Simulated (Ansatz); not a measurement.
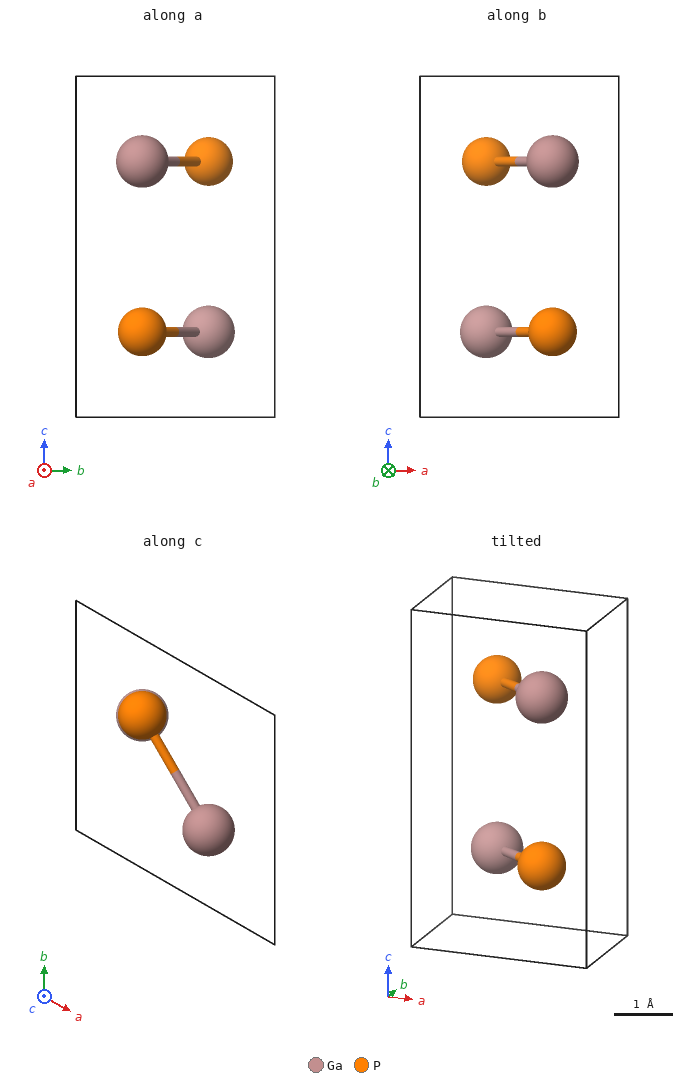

A ball-and-stick rendering, viewed along the a axis, along the b axis, along the c axis and slightly off an axis. One conventional unit cell is framed, with atoms on its boundary repeated.

Lattice parameters: a = 3.993 Å, b = 3.993 Å, c = 5.929 Å, α = 90.00°, β = 90.00°, γ = 120.00°. Put a along x and b in the xy plane.

**Give the structure in the form of a POSCAR file.**

```
Ga P
1.0
     3.993    0.000    0.000
    -1.997    3.458    0.000
     0.000    0.000    5.929
Ga P
2 2
Direct
  0.3333 0.6667 0.2500
  0.6667 0.3333 0.7500
  0.6667 0.3333 0.2500
  0.3333 0.6667 0.7500
```

The structure comes from a structure type filled with these elements by a generator (whether the compound takes this form wasn't checked). It is drawn as it came out of a relaxation with Ansatz 0.2.0, DFT, r2SCAN, plane waves, PAW.
